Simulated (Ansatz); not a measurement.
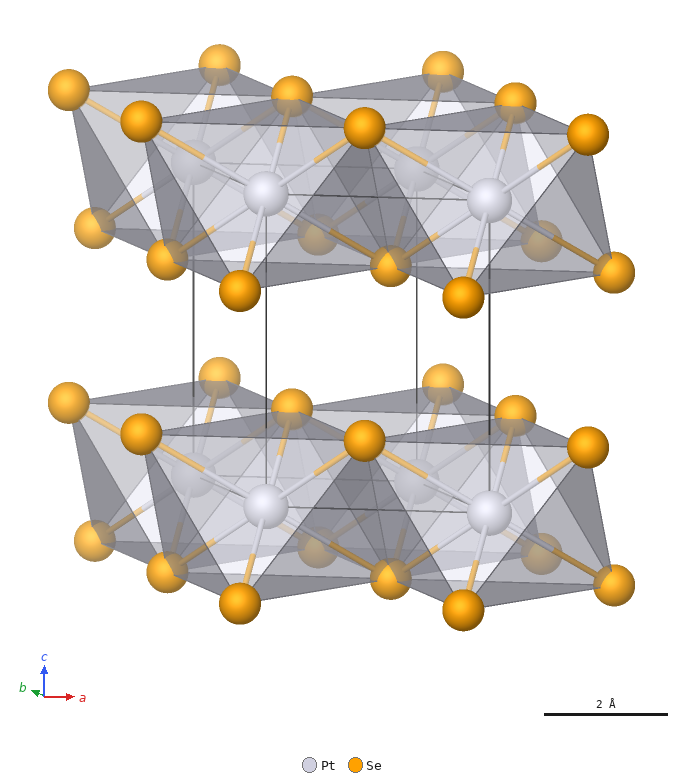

The input geometry (polyhedral view of the cell of the calculation, seen slightly off an axis; polyhedra are completed across the faces of the cell). An atom can appear more than once, as a periodic image.

**Single-point calculation of PtSe2 (part 1 of 2)**

The run: single-point calculation of PtSe2 (P-3m1, 3 atoms in the cell). Method and program: DFT, HSE06, plane waves, PAW, no spin polarisation (Ansatz 0.2.0).

The structure was built on a prototype by a generator. The geometry comes from this level: r2scan-rvv10 (a point of a series of strains). It belongs to a series of runs on one base structure; here: uniaxial_z strain -2.0%. Figures and captions count atoms from 1; the log counts them from 0 in places.

The program's output
```
Warning: output.stress: scf.convergence.dr2_threshold = 1e-7 eV (the SCF's general default) is looser than the 3e-10 eV advised for a printed stress (1e-10 eV for each atom of the cell: 3). What an SCF threshold leaves in a stress goes as its square root, and in the free energy as the threshold itself, and one threshold admits the most on a small cell: of the crystals measured, under no hybrid functional and no lock of the moments, on runs that ended without the residual-converged pass, on stresses that held no estimate of that error, the worst erred by over 100 MPa in a component at 1e-7 eV an atom and by under 5 at 1e-10. Set scf.convergence.dr2_threshold to 3e-10 eV or tighter. The threshold is an SCF's pass mark: one that does not reach it within its budget of iterations ends unconverged, or closes short of it on a stop that the run arms, and scf.convergence.dr2_threshold's page says what that costs each kind of run
Warning: output.stress: scf.exx.energy_threshold = 1e-6 eV is looser than the 3e-8 eV advised for a stress under a hybrid functional (1e-8 eV for each atom of the cell: 3). Every SCF of the exchange loop can meet its threshold on dr2 while the loop round them stops early: no threshold on dr2 bounds what that leaves in the stress. Set scf.exx.energy_threshold to 3e-8 eV or tighter. The threshold is the loop's pass mark: a loop that does not reach it within its budget of cycles ends unconverged, and scf.exx.energy_threshold's page has the law
scf.n_extra_bands = 4 over 25 filled bands (N_el = 50.0): the run solves 29 bands
Engine: ansatz 0.2.0, x86_64-unknown-linux-gnu
Pseudopotentials: kind: paw
Pseudopotential: Pt, paw, valence charge 18, recommended cutoff 420 eV (normal), Pt.paw.azcp
Pseudopotential: Se, paw, valence charge 16, recommended cutoff 420 eV (normal), Se.paw.azcp
Functional definition: HSE06
  parameter a = 0.25
  parameter omega = 0.11/bohr
  exchange = pbe_x - a*pbe_x_sr(omega) + a*exact_x_sr(omega)
  correlation = pbe_c
Crystal: 3 atoms, lattice volume = 62.267 Å³
Basis set: ecut = 420 eV, 1241 PW (Γ), exchange–correlation on 50×50×72 points (8 copies of the dense FFT grid, shifted against one another)
Bands: 29, of which v1, the nominal top of the filled ones, is band 25 counted from 1 (24 counted from 0)
Symmetry: 12 space group operations
Space group: P-3m1 (ITA 164), of the structure as read, at distance tolerance 4.0e-5 Å
k-points: 24 of 144
Non-local potential: Pt, projectors of the file, l = 0: 3, l = 1: 2, l = 2: 2, l = 3: 1
Non-local potential: Se, projectors of the file, l = 0: 2, l = 1: 2, l = 2: 3, l = 3: 1
PAW form: soft (Blöchl's): semilocal exchange-correlation on the pseudo side does not see the compensation charge
PAW frozen core: Pt, regenerated for the run's functional, and the local potential with it (the file was generated under x = pbe(κ = 0.804, μ = 0.2195149727645171), c = pbe(β = 0.06672455060314922))
PAW frozen core: Se, regenerated for the run's functional, and the local potential with it (the file was generated under x = pbe(κ = 0.804, μ = 0.2195149727645171), c = pbe(β = 0.06672455060314922))
PAW one-centre angular grid: Pt, 590 points (default); XC on 64 Gauss nodes
PAW one-centre angular grid: Se, 590 points (default); XC on 64 Gauss nodes
Initial density: superposition of atomic densities (neutral atoms: chi_scale 0, normalization atom), corrected by the library's trained network
Initial wavefunctions: pseudopotential atomic-orbital guess
Functional: x = pbe(κ = 0.804, μ = 0.2195149727645171), c = pbe(β = 0.06672455060314922), warm-up for x = pbe(κ = 0.804, μ = 0.2195149727645171) + 0.25 (exact − pbe) at short range (hse, ω = 0.20786987370883472 Å⁻¹), c = pbe(β = 0.06672455060314922); HSE06 as pw.x's `hse` composes it (authors' and Libxc's form: `xc: wpbeh`)
SCF iter   1: F=—  HF=-23462.307318 eV  |F-HF|=—  |Δ(HF+E_count)|=         —  Δρ=5.89e-3  dr2=2.46e-2  ethr=1.77e-3  ⟨swp⟩=7.0  Hψ=2702  notcnv=0
preconditioner: auto → none  [insulator: Δε(μ)=0.122 eV  Ē_g=9.181 eV  σ=0.020 eV  W_gap=0.76  n_scr=22 (ndim 8)  ℏωp=22.1 eV  f_vac=0.038  D(μ)=0.61/eV (n_scr^D=2)]
SCF iter   2: F=—  HF=-23462.313201 eV  |F-HF|=—  |Δ(HF+E_count)|=   5.88e-3  Δρ=6.60e-3  dr2=5.53e-2  ethr=4.91e-5  ⟨swp⟩=4.0  Hψ=1875  notcnv=0
iter 3 solved again at ethr=1.28e-6 eV; its pass at ethr=4.91e-5 eV (dr2=6.41e-4 eV) is discarded
SCF iter   3: F=—  HF=-23462.303801 eV  |F-HF|=—  |Δ(HF+E_count)|=   9.40e-3  Δρ=1.18e-3  dr2=6.52e-4  ethr=1.28e-6  ⟨swp⟩=2.4  Hψ=3003  notcnv=0
SCF iter   4: F=—  HF=-23462.303854 eV  |F-HF|=—  |Δ(HF+E_count)|=   5.26e-5  Δρ=3.71e-4  dr2=2.90e-5  ethr=1.28e-6  ⟨swp⟩=3.0  Hψ=1519  notcnv=0
SCF iter   5: F=—  HF=-23462.303895 eV  |F-HF|=—  |Δ(HF+E_count)|=   4.13e-5  Δρ=6.90e-5  dr2=1.27e-6  ethr=5.79e-8  ⟨swp⟩=3.7  Hψ=1662  notcnv=0
SCF iter   6: F=—  HF=-23462.303897 eV  |F-HF|=—  |Δ(HF+E_count)|=   2.26e-6  Δρ=2.76e-5  dr2=1.71e-7  ethr=2.54e-9  ⟨swp⟩=4.0  Hψ=1953  notcnv=0
SCF iter   7: F=—  HF=-23462.303898 eV  |F-HF|=—  |Δ(HF+E_count)|=   4.81e-7  Δρ=5.07e-6  dr2=2.18e-8  ethr=3.41e-10  ⟨swp⟩=4.0  Hψ=1608  notcnv=0
SCF iter   8: F=—  HF=-23462.303898 eV  |F-HF|=—  |Δ(HF+E_count)|=   3.25e-9  Δρ=1.47e-6  dr2=1.76e-9  ethr=4.36e-11  ⟨swp⟩=3.0  Hψ=1377  notcnv=0
SCF iter   9: F=-23462.303898 eV  HF=-23462.303898 eV  |F-HF|=1.24e-10  |Δ(HF+E_count)|=  3.49e-10  Δρ=4.32e-7  dr2=1.59e-10  ethr=3.52e-12  ⟨swp⟩=4.0  Hψ=1824  notcnv=0
SCF 1 converged in 9 iterations: F = -23462.303898 eV  dr2 = 1.59e-10
  greatest PAW one-centre occupation: 1.000 electrons in one spin orbital (limit 2), on the Pt atom at site 0 (counted from 0), in its partial waves of l = 0
Initial density: handed on by an earlier stage of this run
Initial wavefunctions: those handed on with the density
Functional: x = pbe(κ = 0.804, μ = 0.2195149727645171) + 0.25 (exact − pbe) at short range (hse, ω = 0.20786987370883472 Å⁻¹), c = pbe(β = 0.06672455060314922); HSE06 as pw.x's `hse` composes it (authors' and Libxc's form: `xc: wpbeh`)
Exchange kernel: α = 0.2500, screened, ω = 0.2079 Å⁻¹, Wigner–Seitz truncation, v(0) = 1046.1635 eV·Å³, q-mesh 6×6×4, nearest image of the exchange supercell L = 20.69 Å, pair-density grid 15×15×24, without the augmentation charges, whose exchange is taken in its separable form by FFT convolution over the k-point mesh (sized by the pseudopotential files, 24×24×36 at the most), smooth part of the exact exchange by density-matrix convolution in up to 3.56 GiB of GPU memory as planned if the GPU has room (build and FFT work areas not counted)
Frozen-core exchange: fock
iter 1 solved again at ethr=2.12e-5 eV; its pass at ethr=1.00e-1 eV (dr2=1.06e-2 eV) is discarded
SCF iter   1: F=—  HF=-23467.532247 eV  |F-HF|=—  |Δ(HF+E_count)|=         —  Δρ=6.92e-3  dr2=1.28e-2  ethr=2.12e-5  ⟨swp⟩=4.9  Hψ=3721  notcnv=0
preconditioner: auto → none  [insulator: Δε(μ)=0.461 eV  Ē_g=10.605 eV  σ=0.020 eV  W_gap=0.79  n_scr=22 (ndim 8)  ℏωp=22.1 eV  f_vac=0.043  D(μ)=0.57/eV (n_scr^D=2)]
SCF iter   2: F=—  HF=-23467.523102 eV  |F-HF|=—  |Δ(HF+E_count)|=   9.14e-3  Δρ=4.22e-3  dr2=8.67e-3  ethr=2.12e-5  ⟨swp⟩=3.0  Hψ=1992  notcnv=0
SCF iter   3: F=—  HF=-23467.523154 eV  |F-HF|=—  |Δ(HF+E_count)|=   5.20e-5  Δρ=2.76e-3  dr2=9.47e-3  ethr=1.50e-5  ⟨swp⟩=3.3  Hψ=1783  notcnv=0
SCF iter   4: F=—  HF=-23467.521379 eV  |F-HF|=—  |Δ(HF+E_count)|=   1.78e-3  Δρ=8.79e-4  dr2=1.71e-3  ethr=1.50e-5  ⟨swp⟩=3.0  Hψ=1638  notcnv=0
SCF iter   5: F=—  HF=-23467.536298 eV  |F-HF|=—  |Δ(HF+E_count)|=   1.49e-2  Δρ=1.38e-3  dr2=4.49e-4  ethr=2.46e-7  ⟨swp⟩=4.2  Hψ=2651  notcnv=0
SCF iter   6: F=—  HF=-23467.536166 eV  |F-HF|=—  |Δ(HF+E_count)|=   1.32e-4  Δρ=2.67e-4  dr2=8.55e-5  ethr=2.46e-7  ⟨swp⟩=3.0  Hψ=1796  notcnv=0
SCF iter   7: F=—  HF=-23467.536622 eV  |F-HF|=—  |Δ(HF+E_count)|=   4.57e-4  Δρ=3.23e-4  dr2=3.55e-5  ethr=2.20e-8  ⟨swp⟩=4.1  Hψ=2250  notcnv=0
SCF iter   8: F=-23467.536614 eV  HF=-23467.536614 eV  |F-HF|=4.19e-8  |Δ(HF+E_count)|=   8.86e-6  Δρ=1.27e-5  dr2=3.43e-6  ethr=2.20e-8  ⟨swp⟩=3.0  Hψ=1563  notcnv=0
SCF 2 stopped early in 8 iterations: F = -23467.536614 eV  dr2 = 3.43e-6
  Residual-converged pass: ⟨swp⟩=3.7  Hψ=1990  notcnv=0  max |occ|·‖R‖ = 6.3e-6 eV (tolerance 6.7e-6 eV)  dr2=3.43e-6  dr2_onsite=1.96e-8  max |Δocc| = 5.6e-11
hybrid outer 1: dexx = +1.848e-2 eV, tail = 1.95e-4 eV
Exchange kernel: α = 0.2500, screened, ω = 0.2079 Å⁻¹, Wigner–Seitz truncation, v(0) = 1046.1635 eV·Å³, q-mesh 6×6×4, nearest image of the exchange supercell L = 20.69 Å, pair-density grid 15×15×24, without the augmentation charges, whose exchange is taken in its separable form by FFT convolution over the k-point mesh (sized by the pseudopotential files, 24×24×36 at the most), smooth part of the exact exchange by density-matrix convolution in up to 3.56 GiB of GPU memory as planned if the GPU has room (build and FFT work areas not counted)
Frozen-core exchange: fock
SCF iter   1: F=—  HF=-23467.537135 eV  |F-HF|=—  |Δ(HF+E_count)|=         —  Δρ=1.27e-4  dr2=3.93e-6  ethr=1.95e-6  ⟨swp⟩=3.7  Hψ=1453  notcnv=0
preconditioner: auto → none  [insulator: Δε(μ)=0.553 eV  Ē_g=10.625 eV  σ=0.020 eV  W_gap=0.82  n_scr=22 (ndim 8)  ℏωp=22.1 eV  f_vac=0.046  D(μ)=0.60/eV (n_scr^D=2)]
SCF iter   2: F=—  HF=-23467.537138 eV  |F-HF|=—  |Δ(HF+E_count)|=   3.09e-6  Δρ=3.60e-5  dr2=7.13e-7  ethr=6.86e-9  ⟨swp⟩=4.0  Hψ=2298  notcnv=0
SCF iter   3: F=—  HF=-23467.537141 eV  |F-HF|=—  |Δ(HF+E_count)|=   2.44e-6  Δρ=2.16e-5  dr2=3.01e-7  ethr=5.29e-10  ⟨swp⟩=4.2  Hψ=2033  notcnv=0
SCF iter   4: F=—  HF=-23467.537141 eV  |F-HF|=—  |Δ(HF+E_count)|=   7.44e-8  Δρ=5.77e-6  dr2=4.86e-8  ethr=4.97e-10  ⟨swp⟩=3.0  Hψ=1476  notcnv=0
SCF iter   5: F=—  HF=-23467.537141 eV  |F-HF|=—  |Δ(HF+E_count)|=   1.27e-7  Δρ=7.47e-6  dr2=5.02e-8  ethr=3.19e-11  ⟨swp⟩=4.4  Hψ=2134  notcnv=0  defer=1
SCF iter   6: F=—  HF=-23467.537141 eV  |F-HF|=—  |Δ(HF+E_count)|=   1.08e-8  Δρ=3.84e-7  dr2=1.23e-9  ethr=3.19e-11  ⟨swp⟩=3.0  Hψ=1554  notcnv=0
SCF iter   7: F=—  HF=-23467.537141 eV  |F-HF|=—  |Δ(HF+E_count)|=   7.02e-9  Δρ=1.17e-6  dr2=5.70e-10  ethr=1.81e-12 (applied; sched 1.00e-12)  ⟨swp⟩=4.0  Hψ=2051  notcnv=0
SCF iter   8: F=-23467.537141 eV  HF=-23467.537141 eV  |F-HF|=9.46e-11  |Δ(HF+E_count)|=  2.69e-10  Δρ=5.47e-7  dr2=1.15e-10  ethr=1.28e-12 (applied; sched 1.00e-12)  ⟨swp⟩=3.1  Hψ=1473  notcnv=0
SCF 3 converged in 8 iterations: F = -23467.537141 eV  dr2 = 1.15e-10
  Residual-converged pass: ⟨swp⟩=3.0  Hψ=1726  notcnv=0  max |occ|·‖R‖ = 2.7e-7 eV (tolerance 2.7e-7 eV)  dr2=1.14e-10  dr2_onsite=2.12e-11  max |Δocc| = 2.8e-13
hybrid outer 2: dexx = +4.052e-6 eV, tail = 1.11e-7 eV, Δε = 2.63e-3 eV (about 1.05e-4 eV left of the loop's levels), ΔF = 7.35e-3 eV/Å (tail 1.58e-3)
Exchange kernel: α = 0.2500, screened, ω = 0.2079 Å⁻¹, Wigner–Seitz truncation, v(0) = 1046.1635 eV·Å³, q-mesh 6×6×4, nearest image of the exchange supercell L = 20.69 Å, pair-density grid 15×15×24, without the augmentation charges, whose exchange is taken in its separable form by FFT convolution over the k-point mesh (sized by the pseudopotential files, 24×24×36 at the most), smooth part of the exact exchange by density-matrix convolution in up to 3.56 GiB of GPU memory as planned if the GPU has room (build and FFT work areas not counted)
Frozen-core exchange: fock
SCF iter   1: F=—  HF=-23467.537142 eV  |F-HF|=—  |Δ(HF+E_count)|=         —  Δρ=4.81e-6  dr2=3.46e-9  ethr=1.11e-9  ⟨swp⟩=4.7  Hψ=1495  notcnv=0
SCF iter   2: F=—  HF=-23467.537142 eV  |F-HF|=—  |Δ(HF+E_count)|=  6.66e-10  Δρ=6.41e-7  dr2=4.98e-10  ethr=6.04e-12  ⟨swp⟩=4.0  Hψ=2204  notcnv=0
SCF iter   3: F=-23467.537142 eV  HF=-23467.537142 eV  |F-HF|=6.55e-11  |Δ(HF+E_count)|=   1.59e-9  Δρ=5.45e-7  dr2=1.03e-10  ethr=1.46e-12 (applied; sched 1.00e-12)  ⟨swp⟩=3.7  Hψ=1656  notcnv=0
SCF 4 converged in 3 iterations: F = -23467.537142 eV  dr2 = 1.03e-10
  Residual-converged pass: ⟨swp⟩=3.0  Hψ=1691  notcnv=0  max |occ|·‖R‖ = 2.7e-7 eV (tolerance 2.7e-7 eV)  dr2=1.01e-10  dr2_onsite=9.07e-12  max |Δocc| = 2.0e-13
```

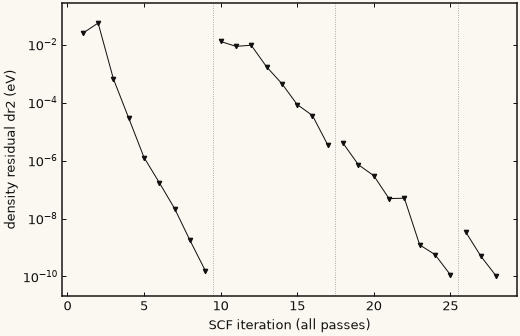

Convergence of the self-consistent field: density residual dr2 against the SCF iteration. The run starts with a semilocal functional; after that each stretch between dotted lines is one SCF of the hybrid functional between two exact rebuilds of the exchange operator by the outer loop. Early passes are stopped at a loose threshold. The passes take 9, 8, 8 and 3 iterations.

```
hybrid outer 3: dexx = +2.583e-9 eV, tail = 2.76e-10 eV, Δε = 1.27e-4 eV (about 1.01e-5 eV left of the loop's levels), ΔF = 5.28e-4 eV/Å (tail 1.21e-4)
NSCF: frozen V_eff on 8 k-points
hybrid SCF converged: 3 outer / 19 inner (+9 warm-up), last move |dexx| = 2.58e-9 eV, tail = 2.76e-10 eV
Stability not checked: this state was not tested for a lower state beside it, because the functional holds exact exchange (a hybrid, or Hartree-Fock), whose exchange loop this test does not read (fock_operator; see scf.lower_state_search)
Free energy (F): -23467.537142 eV
Frozen-core exchange: fock
Harris-Foulkes:  -23467.537142 eV  (|F-HF|=6.55e-11)
Internal energy: -23467.536288 eV  (E = F + TS)
E sigma→0 (E₀):  -23467.536715 eV
Entropy (-TS):   -0.000854 eV (-0.285 meV/atom)
Fermi energy:    12.910032 eV
--- Per-component energies (eV) ---
  E_band       = -1120.187988
  E_kinetic    = 872.159440
  E_local      = -6881.204102  (includes V_loc(G=0)·N_el)
  E_nonlocal   = -990.389680
  E_hartree    = 3186.033426
  E_xc         = -375.864529
  E_vxc        = -396.907399  (∫ρ·V_xc dr)
  E_exx        = -200.238380  (= α·E_x^exact, valence–valence)
  E_paw        = -13172.981639  (= ΣΔE_a)
  E_vpaw       = 304.564418  (= ΣTr[D̂ρ^β])
  E_aug_tail   = -0.000955  (compensation charges beyond the density's cutoff)
  E_ewald      = -5900.880115
  E_core_change = -4.169753  (= ΣΔE_core)
  E_smearing   = -0.000854  (= −TS)
  E_closure    = 0.000000  (closes the sum)
  Σ components = -23467.537142   (vs F -23467.537142, Δ=3.64e-12)
--- Forces (eV/Å), atoms counted from 1 ---
  atom   1  Pt    -0.00000000    -0.00000000     0.00000000
  atom   2  Se    -0.00000000     0.00000000    -0.28773002
  atom   3  Se     0.00000000    -0.00000000     0.28773002
  max |Σ_I F_I| component: 5.78e-19 eV/Å
--- Stress (GPa, compression-positive) ---
       -0.109743      -0.000000      -0.000000
       -0.000000      -0.109743       0.000000
        0.000000       0.000000       0.220272
  P = ⅓ Tr σ = 0.0003 GPa (0.003 kbar)
--- Band table (eV; the first three rows and the last of 24) ---
  k-point 0: bands = ["-91.5167", "-44.4373", "-44.4373", "-44.3581", "-39.9966", "-39.9966", "-39.9939", "-39.9939", "-39.9733", "-39.9733", "-39.9683", "-39.9683", "-39.9606", "-39.9602", "-4.5373", "-1.6002", "4.5194", "5.4389", "5.4389", "7.6561", "7.6561", "9.1895", "11.3761", "11.3761", "12.9646", "14.4051", "14.4051", "16.8401", "17.4941"]
```
